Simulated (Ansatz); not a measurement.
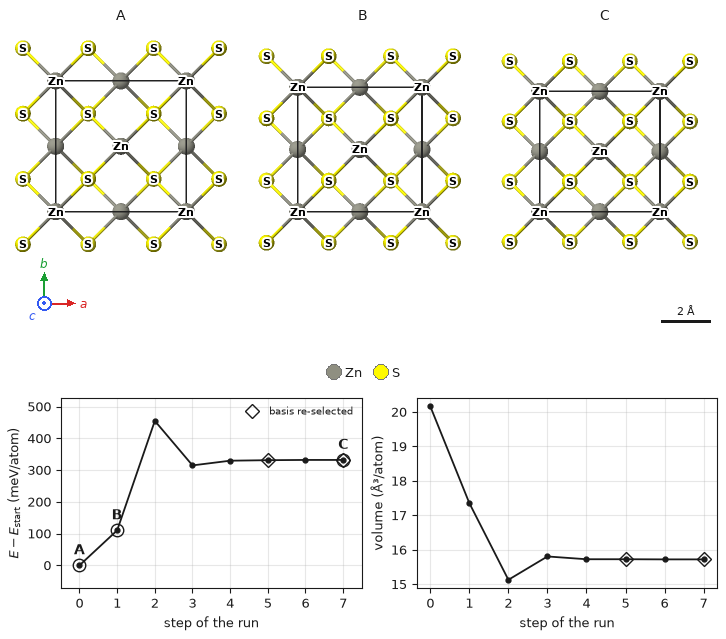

Frames of a relaxation of solid ZnS (set up in F-43m), marked on the history of the run. A ball-and-stick model of the conventional cell (4 times the calculation's cell), seen along the c axis. Lengths and directions refer to the drawn axes.

Case: relaxed at 30 GPa.

All numbers below come from DFT PBE, scalar-relativistic, plane waves, PAW in Ansatz 0.2.0. Set-up: plane-wave cutoff 420 eV; k-point mesh 10 × 10 × 10; occupations fixed; target pressure 30 GPa; no spin polarisation; cell and atoms relaxed; force threshold 0.001 eV/Å; at most 60 steps.

**What happens along the run?**

After 5 accepted moves (7 points after the start) the energy has risen by 332 meV per atom. With the target pressure of 30 GPa, the enthalpy E + pV changes by −499 meV per atom. All forces vanish by symmetry, so only the cell relaxes. The pressure goes from 0.01 to 30.00 GPa. At 2 points the geometry stayed and the basis and grid were re-selected for the new cell (energy shift of 1.6 meV per atom at most each time). No atom moves by more than 0.005 Å relative to the cell. The volume changes by −22.0 %, with a = b = c 5.443 → 5.010 Å (−8.0 %). Among the contacts that change: S–Zn 2.357 → 2.170 Å. The space group stays F-43m (No. 216). From step 0 to 1: volume −13.9 %, energy +110 meV per atom. From step 1 to 7: volume −9.4 %, energy +222 meV per atom.

```
step  E − E(0), meV/atom  pressure, GPa  volume, Å³/atom                      note
   0                0.00           0.01           20.161                          
   1              110.21          14.56           17.354                          
   2              455.04          37.76           15.130                          
   3              314.78          29.05           15.808                          
   4              329.61          29.99           15.727                          
   5              331.21          29.95           15.727  same geometry, new basis
   6              332.00          30.00           15.723                          
   7              332.01          30.00           15.723  same geometry, new basis
```
